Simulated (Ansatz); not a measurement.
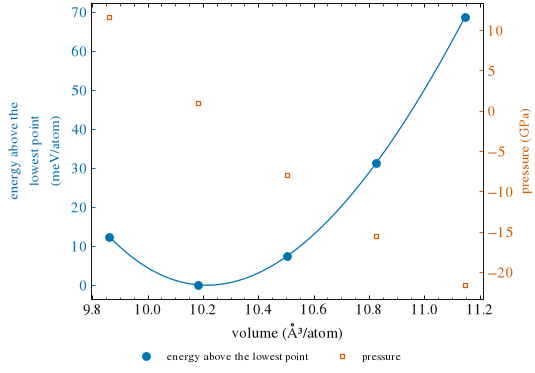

Plotted: energy above the lowest point and pressure against volume for Mn, space group Fm-3m (No. 225) (one of a set of cubic test structures, which need not be the stable phase).

Computed with Ansatz 0.2.0 development build: equation of state of a cubic crystal from periodic Kohn-Sham density functional theory without spin, third-order Birch-Murnaghan fit to the free energies; pressure corrected for the finite basis. Level: HSE06.

structure type fcc; atoms in cell 1; space group number 225; lattice centring face-centred primitive; k mesh 6×6×6; occupation method Fermi–Dirac; occupation width 0.1 eV; wave cutoff 720 eV; datasets hand-made PAW; density tolerance 0 eV; bands 12; density cutoff ratio 4; search for lower states default; exchange singularity regularized.

Question: How stiff is the solid, and where is its volume at rest?

Answer: A third-order Birch–Murnaghan fit gives V0 = 10.21 Å³/atom, B0 = 307 GPa and B′ = 4.8.

Question: Read off the course of the pressure.

Answer: It falls from 11.7 GPa at volume 9.86 Å³/atom to −21.7 GPa at 11.15 Å³/atom, and changes sign near 10.22 Å³/atom.

Limits of the calculation: coarse k-mesh, values are not converged in k; cubic model structure, not the ambient form; known magnet treated without spin, far from its ground state.
